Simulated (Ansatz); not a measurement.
Single-point calculation, with input and output: Ta (part 2 of 2)

Ta (slab, 16 atoms in the cell); DFT, PBE, dispersion d3bj, plane waves, PAW, spin-polarised (Ansatz 0.2.0); cutoff 420 eV, 5×5×1 k-mesh, Gaussian smearing of 0.1 eV, collinear spins. The structure derives from an entry of the Crystallography Open Database. Some settings of this run were made unusual or wrong on purpose.

Geometry of the input (Å; fractional positions):
```
5.9137  0.0000  0.0000
0.0000  5.9137  0.0000
0.0000  0.0000  23.2724
Ta 0.2500  0.2500  0.3652
Ta 0.2500  0.7500  0.3652
Ta 0.7500  0.2500  0.3652
Ta 0.7500  0.7500  0.3652
Ta 0.5000  0.5000  0.4551
Ta 0.5000  0.0000  0.4551
Ta 0.0000  0.5000  0.4551
Ta 0.0000  0.0000  0.4551
Ta 0.7500  0.7500  0.5504
Ta 0.7500  0.2500  0.5504
Ta 0.2500  0.7500  0.5504
Ta 0.2500  0.2500  0.5504
Ta 0.0000  0.0000  0.6377
Ta 0.0000  0.5000  0.6377
Ta 0.5000  0.0000  0.6377
Ta 0.5000  0.5000  0.6377
```

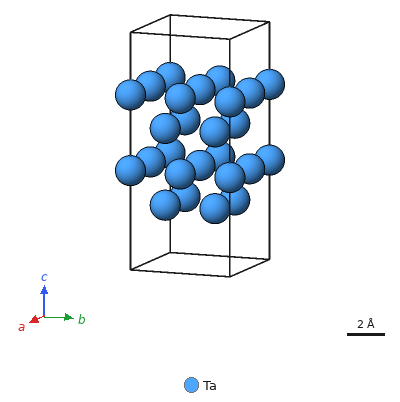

Figure 1. The structure (spheres-only view of the cell of the calculation, with the vacuum cut short, seen slightly off an axis). An atom can appear more than once, as a periodic image.

### Output, continued
```
--- Per-component energies (eV) ---
  E_band       = -4814.278839
  E_kinetic    = 5808.904955
  E_local      = -187498.739060  (includes V_loc(G=0)·N_el)
  E_nonlocal   = 228.326247
  E_hartree    = 90838.112526
  E_xc         = -3471.728395
  E_vxc        = -3232.935594  (∫ρ·V_xc dr)
  E_paw        = -134338.363276  (= ΣΔE_a)
  E_vpaw       = -1796.052463  (= ΣTr[D̂ρ^β])
  E_aug_tail   = 0.002451  (compensation charges beyond the density's cutoff)
  E_efield     = 0.000022  (sawtooth field / dipole correction)
  E_vefield    = -0.009638  (∫n·V_field dr)
  E_ewald      = 69531.399770
  E_disp       = -7.054919  (pairwise vdW)
  E_smearing   = -0.070871  (= −TS)
  E_closure    = 0.000000  (closes the sum)
  Σ components = -158909.210551   (vs F -158909.210551, Δ=0.00e0)
--- Forces (eV/Å), atoms counted from 1 ---
  atom   1  Ta     0.00000000     0.00000000     0.43093057
  atom   2  Ta     0.00000000    -0.00000000     0.43093057
  atom   3  Ta     0.00000000     0.00000000     0.43093057
  atom   4  Ta     0.00000000    -0.00000000     0.43093057
  atom   5  Ta     0.00000000     0.00000000    -0.43303559
  atom   6  Ta     0.00000000     0.00000000    -0.43303559
  atom   7  Ta     0.00000000     0.00000000    -0.43303559
  atom   8  Ta     0.00000000     0.00000000    -0.43303559
  atom   9  Ta     0.00000000     0.00000000     0.00162838
  atom  10  Ta     0.00000000     0.00000000     0.00162838
  atom  11  Ta     0.00000000     0.00000000     0.00162838
  atom  12  Ta    -0.00000000     0.00000000     0.00162838
  atom  13  Ta     0.00000000    -0.00000000     0.00047673
  atom  14  Ta     0.00000000     0.00000000     0.00047673
  atom  15  Ta     0.00000000     0.00000000     0.00047673
  atom  16  Ta     0.00000000    -0.00000000     0.00047673
  max |Σ_I F_I| component: 3.44e-7 eV/Å
--- Band table (eV; the first three rows and the last of 12) ---
  k-point 0 ↑: bands = ["-64.0210", "-63.9950", "-63.9841", "-63.9841", "-63.9592", "-63.9592", "-63.9518", "-63.9271", "-63.6695", "-63.6244", "-63.6230", "-63.6230", "-63.6117", "-63.6117", "-63.5904", "-63.5789", "-30.8782", "-30.8782", "-30.8326", "-30.8326", "-30.8028", "-30.8028", "-30.7778", "-30.7553", "-30.7553", "-30.7365", "-30.7365", "-30.7145", "-30.7145", "-30.6849", "-30.4797", "-30.4468", "-30.3981", "-30.3981", "-30.3037", "-30.3037", "-30.2950", "-30.2950", "-30.2357", "-30.2357", "-30.2160", "-30.2122", "-30.2122", "-30.1893", "-30.1893", "-30.1459", "-30.1459", "-30.1088", "-30.1088", "-30.0700", "-30.0686", "-29.9859", "-29.9859", "-29.9752", "-29.9752", "-29.8958", "-29.8958", "-29.8818", "-29.8162", "-29.8162", "-29.8160", "-29.8160", "-29.7719", "-29.7719", "-3.6687", "-2.3266", "-0.7503", "-0.4181", "-0.3768", "-0.3768", "-0.3468", "-0.3468", "-0.0679", "-0.0491", "0.5100", "0.5100", "0.5746", "0.5746", "0.7565", "0.8420", "0.8877", "0.9404", "0.9404", "1.3423", "2.0392", "2.0392", "2.7136", "2.9116", "2.9116", "2.9442", "2.9442", "3.2518", "3.2518", "3.2816", "3.2816", "3.3453", "3.6903", "3.7696", "3.7696", "3.7730", "3.7730", "3.8206", "4.1891", "4.1891", "4.3770", "4.3770", "4.4096", "4.4096", "4.5431", "4.5431", "4.5497", "4.5497", "4.7527", "4.7527", "5.2797", "5.2797", "5.3080", "5.3080", "5.4421", "5.5015", "5.6311", "5.6311", "6.2244", "6.2317", "6.7508", "6.7782", "6.7782", "6.7791", "6.7791"]
  k-point 1 ↑: bands = ["-64.0175", "-63.9916", "-63.9877", "-63.9810", "-63.9626", "-63.9561", "-63.9549", "-63.9301", "-63.6657", "-63.6290", "-63.6226", "-63.6199", "-63.6113", "-63.6086", "-63.5935", "-63.5821", "-30.8650", "-30.8298", "-30.8176", "-30.7968", "-30.7877", "-30.7652", "-30.7625", "-30.7439", "-30.7316", "-30.7308", "-30.7017", "-30.7001", "-30.6819", "-30.6807", "-30.5077", "-30.4770", "-30.3669", "-30.3667", "-30.3325", "-30.3206", "-30.3129", "-30.3103", "-30.2745", "-30.2619", "-30.2274", "-30.1914", "-30.1900", "-30.1899", "-30.1819", "-30.1613", "-30.1581", "-30.1548", "-30.1168", "-30.0580", "-30.0554", "-29.9965", "-29.9894", "-29.9798", "-29.9675", "-29.9421", "-29.8913", "-29.8673", "-29.8664", "-29.8593", "-29.8384", "-29.8223", "-29.7968", "-29.7726", "-3.4111", "-2.0948", "-0.7577", "-0.5320", "-0.4529", "-0.1881", "-0.1283", "-0.0991", "0.0869", "0.1046", "0.2254", "0.7322", "0.7962", "0.8780", "0.9362", "0.9390", "0.9643", "1.1430", "1.1470", "1.4980", "2.0158", "2.0409", "2.5330", "2.5783", "2.6128", "2.8088", "2.9620", "3.1395", "3.1837", "3.2061", "3.2623", "3.2778", "3.5362", "3.5467", "3.7457", "3.8216", "3.8771", "3.9904", "3.9977", "4.0081", "4.0892", "4.1068", "4.1149", "4.2439", "4.6376", "4.6555", "4.7001", "4.8223", "4.8227", "4.8605", "5.1255", "5.2241", "5.4034", "5.4785", "5.5296", "5.5622", "5.5678", "5.6569", "5.9690", "5.9849", "6.4131", "6.4301", "6.4796", "6.5330", "6.5982"]
  k-point 2 ↑: bands = ["-64.0083", "-63.9969", "-63.9826", "-63.9730", "-63.9716", "-63.9630", "-63.9481", "-63.9382", "-63.6554", "-63.6417", "-63.6181", "-63.6134", "-63.6117", "-63.6017", "-63.6004", "-63.5903", "-30.8328", "-30.8031", "-30.7812", "-30.7489", "-30.7371", "-30.7304", "-30.7140", "-30.6980", "-30.6960", "-30.6774", "-30.6685", "-30.6473", "-30.6453", "-30.6067", "-30.5071", "-30.4985", "-30.4718", "-30.4294", "-30.3933", "-30.3665", "-30.3131", "-30.3063", "-30.2727", "-30.2563", "-30.2531", "-30.2053", "-30.1989", "-30.1831", "-30.1776", "-30.1623", "-30.1375", "-30.1215", "-30.1171", "-30.0883", "-30.0306", "-30.0257", "-30.0065", "-29.9978", "-29.9910", "-29.9893", "-29.9850", "-29.9259", "-29.8974", "-29.8786", "-29.8654", "-29.8601", "-29.7831", "-29.7756", "-2.7006", "-1.7130", "-1.5058", "-0.8546", "-0.0877", "0.1600", "0.3392", "0.4344", "0.4634", "0.4721", "0.4772", "0.8161", "1.0017", "1.0751", "1.0764", "1.1092", "1.4738", "1.6643", "1.6688", "1.8862", "1.9826", "1.9905", "2.0168", "2.0474", "2.0568", "2.5692", "2.5954", "2.7584", "3.0052", "3.1188", "3.1925", "3.3051", "3.3801", "3.4347", "3.4588", "3.4680", "3.5049", "3.8291", "3.8774", "3.9833", "4.2200", "4.3542", "4.4426", "4.4779", "4.4872", "4.6287", "4.9468", "4.9528", "4.9773", "4.9982", "5.0078", "5.0109", "5.0395", "5.1931", "5.3450", "5.6053", "5.6147", "5.6514", "5.6677", "5.7827", "5.9337", "5.9354", "5.9671", "5.9833", "6.0320"]
  k-point 5 ↓: bands = ["-63.9961", "-63.9852", "-63.9852", "-63.9747", "-63.9707", "-63.9601", "-63.9601", "-63.9497", "-63.6416", "-63.6286", "-63.6286", "-63.6164", "-63.6106", "-63.6047", "-63.6047", "-63.5974", "-30.6932", "-30.6932", "-30.6921", "-30.6810", "-30.6418", "-30.6415", "-30.6415", "-30.6198", "-30.6134", "-30.6134", "-30.6105", "-30.5721", "-30.5721", "-30.5561", "-30.5520", "-30.5133", "-30.4774", "-30.4351", "-30.4157", "-30.4157", "-30.4066", "-30.3828", "-30.3715", "-30.3715", "-30.3162", "-30.2855", "-30.2855", "-30.2311", "-30.2039", "-30.1721", "-30.1721", "-30.1063", "-30.0762", "-30.0642", "-30.0382", "-30.0335", "-30.0335", "-29.9923", "-29.9923", "-29.9918", "-29.9503", "-29.9385", "-29.9385", "-29.9283", "-29.9200", "-29.9119", "-29.9119", "-29.8739", "-1.7883", "-0.9049", "-0.9049", "-0.6205", "-0.2738", "0.0649", "0.0649", "0.7409", "0.8788", "1.1831", "1.2056", "1.2056", "1.3034", "1.6065", "1.6065", "1.6273", "1.8259", "2.0413", "2.0595", "2.0595", "2.1397", "2.2967", "2.4205", "2.4634", "2.5141", "2.5141", "2.5597", "2.5597", "2.6698", "2.6698", "2.7885", "2.8653", "2.8883", "3.0725", "3.1776", "3.1776", "3.3168", "3.3168", "3.4701", "3.5867", "4.2295", "4.2948", "4.3047", "4.3543", "4.3543", "4.4354", "4.4822", "4.4822", "4.5083", "4.5083", "4.8011", "4.8011", "4.9209", "5.0085", "5.0782", "5.4021", "5.4673", "5.5235", "5.5235", "5.7053", "5.7053", "5.7582", "5.7822", "5.8310", "5.9311"]
```

### Outcome

| quantity | value |
| --- | --- |
| outcome | converged |
| electrons treated | 208 |
| free energy | −158909.2106 eV |
| Fermi energy | 4.085 eV |
| gap on the k-point mesh | none (metallic) |
| net moment of the cell | 0.00 μB |
| integrated absolute moment | 0.00 μB |
| largest force (length of the vector) | 0.433 eV/Å |
| wall time | 53 s (CPU time 1.7 min) |
| peak memory | 1.9 GiB |

### Notes

This input holds a deliberate fault: an impossible spin (`magnetization`). The run converged; whether the setting changed the result can't be told without a sound run beside it. The program warns: some starting moments were not kept.
